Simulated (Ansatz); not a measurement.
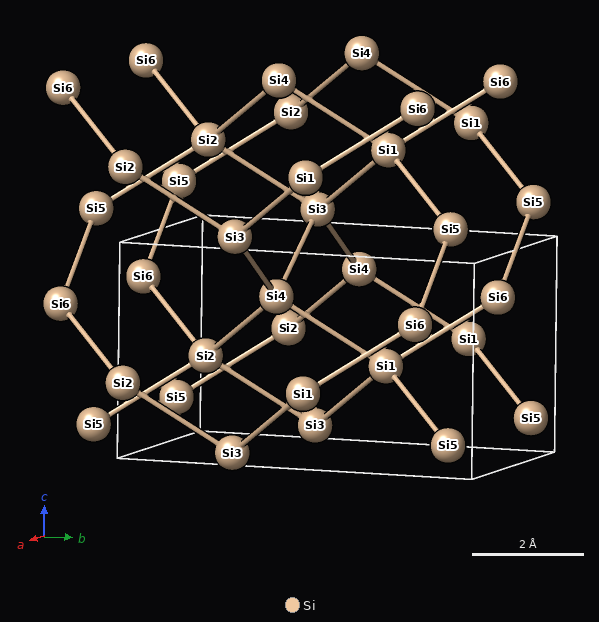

Fig. 1: The structure (ball-and-stick view of the cell of the calculation, repeated 2 × 1 × 2, seen slightly off an axis; atoms are numbered from 1 in the order of the input). Near neighbours in the crystal (not all of them lie inside the picture): Si has 4 Si at 2.33 to 2.39 Å; Si has 3 Si at 2.25 to 2.39 Å.

## Single-point calculation of Si

System: Si (P2/m, 6 atoms in the cell).
Method: DFT PBE, scalar-relativistic, plane waves, PAW, no spin polarisation (Ansatz 0.2.0).

The structure was made by a generator, so it may or may not be a known phase. Figures and captions count atoms from 1; the log counts them from 0 in places.

Output:
```
Engine: ansatz 0.2.0, aarch64-unknown-linux-gnu
Pseudopotentials: kind: paw
Pseudopotential: Si, paw, valence charge 4, recommended cutoff 420 eV (normal), Si.paw.azcp
Functional definition: PBE
  parameter kappa = 0.804
  parameter beta = 0.06672455060314922
  exchange = pbe_x(kappa = kappa, mu = beta*pi^2/3)
  correlation = pbe_c(beta = beta)
Crystal: 6 atoms, lattice volume = 104.816 Å³
Basis set: ecut = 420 eV, 2065 PW (Γ), exchange–correlation on 54×96×54 points (8 copies of the dense FFT grid, shifted against one another)
Bands: 18, of which v1, the nominal top of the filled ones, is band 12 counted from 1 (11 counted from 0)
Symmetry: 4 space group operations
Space group: P2/m (ITA 10), of the structure as read, at distance tolerance 4.7e-5 Å
k-points: 30 of 64
Non-local potential: Si, projectors of the file, l = 0: 2, l = 1: 2, l = 2: 2
PAW form: soft (Blöchl's): semilocal exchange-correlation on the pseudo side does not see the compensation charge
PAW one-centre angular grid: Si, 110 points (default); XC on 64 Gauss nodes
Initial density: superposition of atomic densities (neutral atoms: chi_scale 0, normalization atom), corrected by the library's trained network
Initial wavefunctions: pseudopotential atomic-orbital guess
Functional: x = pbe(κ = 0.804, μ = 0.2195149727645171), c = pbe(β = 0.06672455060314922)
SCF iter   1: F=—  HF=-3813.196710 eV  |F-HF|=—  |Δ(HF+E_count)|=         —  Δρ=2.24e-3  dr2=7.56e-3  ethr=1.77e-3  ⟨swp⟩=6.4  Hψ=3341  notcnv=0
preconditioner: auto → Kerker (q_TF=auto, 2.134 Å⁻¹)  [metal: Δε(μ)=0.087 eV  Ē_g=7.860 eV  σ=0.100 eV  W_gap=0.46  n_scr=16 (ndim 8)  ℏωp=17.8 eV  f_vac=0.000  D(μ)=0.93/eV (n_scr^D=2)]
SCF iter   2: F=—  HF=-3813.197282 eV  |F-HF|=—  |Δ(HF+E_count)|=   5.72e-4  Δρ=1.38e-3  dr2=3.09e-3  ethr=3.15e-5  ⟨swp⟩=1.5  Hψ=851  notcnv=0
preconditioner: auto → none  [insulator: Δε(μ)=0.098 eV  Ē_g=7.859 eV  σ=0.100 eV  W_gap=0.50  n_scr=16 (ndim 8)  ℏωp=17.8 eV  f_vac=0.000  D(μ)=0.92/eV (n_scr^D=2)  ε∞_Penn≈6.1]
SCF iter   3: F=—  HF=-3813.197438 eV  |F-HF|=—  |Δ(HF+E_count)|=   1.56e-4  Δρ=4.56e-4  dr2=5.09e-4  ethr=1.29e-5  ⟨swp⟩=2.0  Hψ=831  notcnv=0
SCF iter   4: F=—  HF=-3813.197275 eV  |F-HF|=—  |Δ(HF+E_count)|=   1.63e-4  Δρ=1.42e-4  dr2=2.05e-5  ethr=2.12e-6  ⟨swp⟩=2.4  Hψ=815  notcnv=0
automatic band count: iteration 4 solves 17 bands in place of 18: the levels show a gap, and the empty bands left out lie too high to hold charge; the band table lists the bands solved (type scf.n_extra_bands for more)
SCF iter   5: F=—  HF=-3813.197299 eV  |F-HF|=—  |Δ(HF+E_count)|=   2.43e-5  Δρ=3.71e-5  dr2=4.79e-6  ethr=8.55e-8  ⟨swp⟩=2.1  Hψ=842  notcnv=0
SCF iter   6: F=—  HF=-3813.197299 eV  |F-HF|=—  |Δ(HF+E_count)|=   7.97e-7  Δρ=1.79e-5  dr2=1.02e-6  ethr=2.00e-8  ⟨swp⟩=2.1  Hψ=748  notcnv=0
SCF iter   7: F=-3813.197298 eV  HF=-3813.197298 eV  |F-HF|=2.60e-8  |Δ(HF+E_count)|=   2.68e-7  Δρ=4.78e-6  dr2=4.20e-8  ethr=4.17e-10  ⟨swp⟩=5.0  Hψ=2288  notcnv=0
SCF 1 converged in 7 iterations: F = -3813.197298 eV  dr2 = 4.20e-8
  greatest PAW one-centre occupation: 0.649 electrons in one spin orbital (limit 2), on the Si atom at site 1 (counted from 0), in its partial waves of l = 0
```

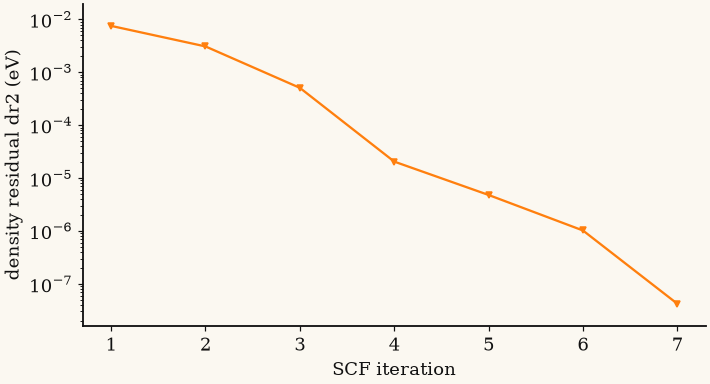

Fig. 2: Convergence of the self-consistent field: density residual dr2 against the SCF iteration. The residual falls at every step.

```
SCF converged after 7 iterations
Free energy (F): -3813.197298 eV
Harris-Foulkes:  -3813.197298 eV  (|F-HF|=2.60e-8)
Internal energy: -3813.192828 eV  (E = F + TS)
E sigma→0 (E₀):  -3813.195063 eV
Entropy (-TS):   -0.004471 eV (-0.745 meV/atom)
Fermi energy:    7.790442 eV
--- Per-component energies (eV) ---
  E_band       = 62.401650
  E_kinetic    = 243.454337
  E_local      = -92.095894  (includes V_loc(G=0)·N_el)
  E_nonlocal   = 154.950047
  E_hartree    = 26.237665
  E_xc         = -332.464587
  E_vxc        = -282.327644  (∫ρ·V_xc dr)
  E_paw        = -3075.820932  (= ΣΔE_a)
  E_vpaw       = -14.053881  (= ΣTr[D̂ρ^β])
  E_aug_tail   = 0.000038  (compensation charges beyond the density's cutoff)
  E_ewald      = -737.453502
  E_smearing   = -0.004471  (= −TS)
  E_closure    = 0.000000  (closes the sum)
  Σ components = -3813.197298   (vs F -3813.197298, Δ=0.00e0)
--- Forces (eV/Å), atoms counted from 1 ---
  atom   1  Si     0.00000000     0.00642065     0.00000000
  atom   2  Si     0.00000000    -0.00642065     0.00000000
  atom   3  Si    -0.25661497     0.00000000     0.30673584
  atom   4  Si     0.25661497     0.00000000    -0.30673584
  atom   5  Si    -1.41110334     0.00000000     0.95800119
  atom   6  Si     1.41110334     0.00000000    -0.95800119
  max |Σ_I F_I| component: 2.22e-16 eV/Å
--- Stress (GPa, compression-positive) ---
        4.583752       0.000000      -1.437396
        0.000000      -0.878422       0.000000
       -1.437396       0.000000       2.571883
  P = ⅓ Tr σ = 2.0924 GPa (20.924 kbar)
--- Band table (eV; the first three rows and the last of 30) ---
  k-point 0: bands = ["-5.0150", "-2.9489", "-1.1612", "2.6793", "3.5650", "4.0132", "4.5403", "5.4674", "5.5574", "6.6397", "6.8121", "7.3778", "8.2859", "8.8202", "8.8236", "8.8631", "11.3532"]
  k-point 1: bands = ["-4.4533", "-2.4123", "-0.6915", "-0.0841", "1.8593", "4.2613", "4.6405", "5.4634", "5.9919", "6.3753", "7.4204", "7.5179", "8.9403", "9.4970", "10.1160", "10.7030", "10.7064"]
  k-point 2: bands = ["-2.9679", "-2.5888", "-1.1603", "-0.2706", "0.1089", "2.4651", "5.4588", "6.3721", "6.8632", "7.1455", "7.2654", "7.3485", "8.4806", "9.4034", "9.4958", "10.2444", "10.2945"]
  k-point 29: bands = ["-1.2609", "-1.1111", "-0.2645", "0.0943", "0.3775", "1.0828", "2.1160", "2.7276", "4.4502", "4.6324", "6.0516", "6.0626", "8.0294", "8.5000", "8.5164", "8.6073", "14.9649"]
```

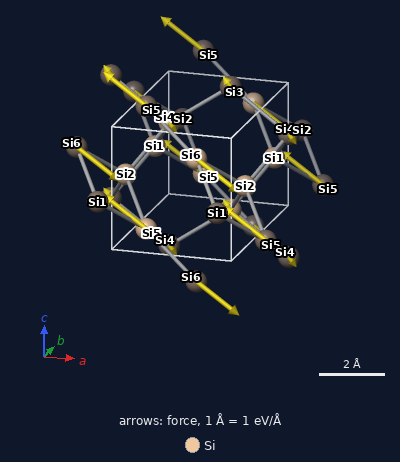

Fig. 3: Forces on the atoms as yellow arrows (ball-and-stick view of the cell of the calculation, seen slightly off an axis; neighbours outside the cell are drawn fainter; atoms are numbered from 1 in the order of the input); the smallest are left out. The largest act on Si5, Si6 (1.71 eV/Å). The geometry is not a stationary point of this energy.

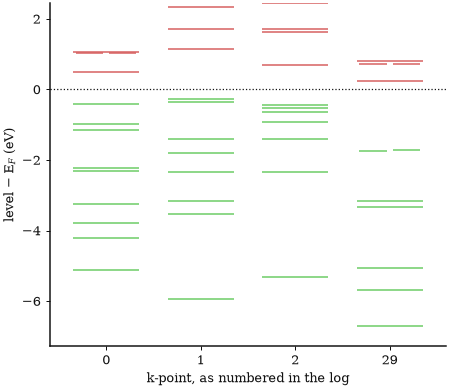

Fig. 4: Kohn–Sham levels near the Fermi level (dotted) at the few k-points that the log prints; levels within 0.02 eV of each other stand side by side. The system is metallic on the full mesh.

This output came from the following input.

Input:
```yaml
crystal:
  lattice:
    - [3.8280068065, 0.0, 0.0]
    - [0.0, 6.966647413, 0.0]
    - [-0.1181604528, 0.0, 3.9303352576]
  atoms:
    - { symbol: Si, position: [0.0, 0.7541579415, 0.5] }
    - { symbol: Si, position: [0.0, 0.2458420585, 0.5] }
    - { symbol: Si, position: [0.7561536033, 0.5, 0.1707495655] }
    - { symbol: Si, position: [0.2438463967, 0.5, 0.8292504345] }
    - { symbol: Si, position: [0.2909956262, 0.0, 0.1944113069] }
    - { symbol: Si, position: [0.7090043738, 0.0, 0.8055886931] }
basis:
  ecutwfc: 420
kpoints:
  mp_grid: { grid: [4, 4, 4] }
hamiltonian:
  xc: pbe
scf:
  occupations: { method: gaussian, width: 0.1 }
  lower_state_search: "off"
output:
  forces: true
  stress: true
  eigenvalues: true
```

Launched with:
```bash
ansatz run input.yaml --threads 1 --pin off --max-ram 2560MiB --backend cpu --events-out ev --progress --plain --runs-dir out
```

Results in brief:

```json
{"quantity": "outcome", "value": "converged"}
{"quantity": "space group (tolerance 0.01 Å)", "value": "P2/m (10)"}
{"quantity": "electrons treated", "value": "24"}
{"quantity": "free energy", "value": "−3813.1973 eV"}
{"quantity": "Fermi energy", "value": "7.790 eV"}
{"quantity": "gap on the k-point mesh", "value": "none (metallic)"}
{"quantity": "pressure", "value": "2.09 GPa"}
{"quantity": "largest force (length of the vector)", "value": "1.706 eV/Å"}
{"quantity": "hardware", "value": "1 thread of Arm Neoverse V1, 24 GiB of memory available, shared host"}
{"quantity": "wall time", "value": "3.6 s"}
{"quantity": "peak memory", "value": "0.33 GiB"}
```
